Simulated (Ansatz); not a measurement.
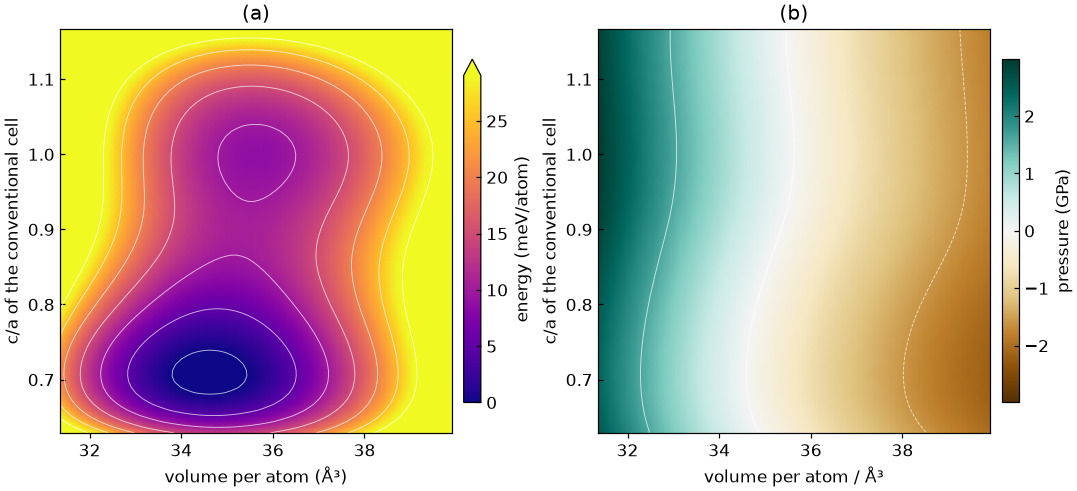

Yb (Fm-3m, No. 225; 1 atom in the cell). 
- The energy is mapped over volume and the cell's shape.
- Coordinates scanned: (1) volume per atom; (2) c/a of the conventional cell.
- Nothing is relaxed (symmetry fixes all fractional coordinates).
- The scan uses a 7 × 9 grid.
- Points are written as (first, second).
- Energies are in meV/atom, from the lowest grid point.
- All numbers below come from DFT PBE, scalar-relativistic, plane waves, PAW in Ansatz. Settings: cutoff 420 eV, k-mesh 16×16×16, gaussian smearing 0.15 eV, no spin polarisation.

Panel (a) is the energy; panel (b) is the computed pressure, in GPa.

In the figure: a smooth colour map with a few white contour lines, one colour for all values above the top of the scale. Between grid points the surface is interpolated.

How does the pressure vary over the map, and what is it at the lowest grid point?

It runs from −2.18 GPa at (39.91 Å³, 0.734) to 2.99 GPa at (31.36 Å³, 1.000) [fcc]. At the lowest grid point, (34.21 Å³, 0.734), it is 0.24 GPa. The pressure is minus the slope of the energy with volume, so it vanishes at the true minimum, which need not be a grid point.

| c/a of the conventional cell ↓, volume per atom → | 31.36 | 32.78 | 34.21 | 35.63 | 37.06 | 38.48 | 39.91 |
| --- | --- | --- | --- | --- | --- | --- | --- |
| 1.167 | 2.89 | 1.71 | 0.73 | −0.09 | −0.77 | −1.34 | −1.80 |
| 1.080 | 2.95 | 1.76 | 0.78 | −0.04 | −0.73 | −1.30 | −1.77 |
| 1.000 | 2.99 | 1.81 | 0.83 | 0.00 | −0.69 | −1.27 | −1.75 |
| 0.926 | 2.92 | 1.73 | 0.74 | −0.08 | −0.76 | −1.32 | −1.79 |
| 0.857 | 2.73 | 1.52 | 0.53 | −0.28 | −0.94 | −1.47 | −1.91 |
| 0.793 | 2.53 | 1.33 | 0.35 | −0.46 | −1.11 | −1.65 | −2.07 |
| 0.734 | 2.42 | 1.22 | 0.24 | −0.56 | −1.21 | −1.75 | −2.18 |
| 0.680 | 2.42 | 1.23 | 0.25 | −0.55 | −1.21 | −1.74 | −2.17 |
| 0.629 | 2.57 | 1.37 | 0.39 | −0.41 | −1.06 | −1.59 | −2.01 |
